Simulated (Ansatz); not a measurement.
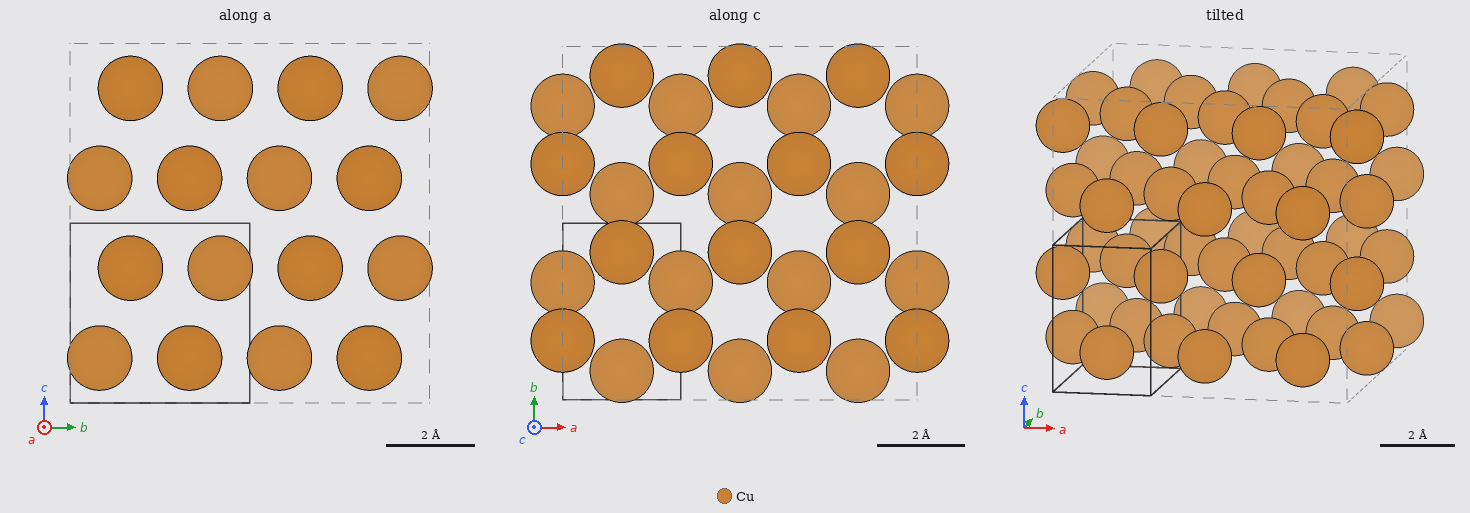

Spheres-only representation of a periodic structure, projected along the a axis, along the c axis and slightly off an axis. A 3×2×2 array of cells is drawn; the conventional unit cell has the solid edges. Cell: a = 2.739 Å, b = 4.095 Å, c = 4.095 Å, α = 90.00°, β = 90.00°, γ = 90.00°.

The element is copper. The structure has Cmcm (No. 63) symmetry and a base-centred orthorhombic lattice. The cell holds four atoms.

Its origin is a structure listed in the Materials Project. The cell was then strained or its atoms displaced on purpose. Ansatz was used for an electronic-structure calculation on it.
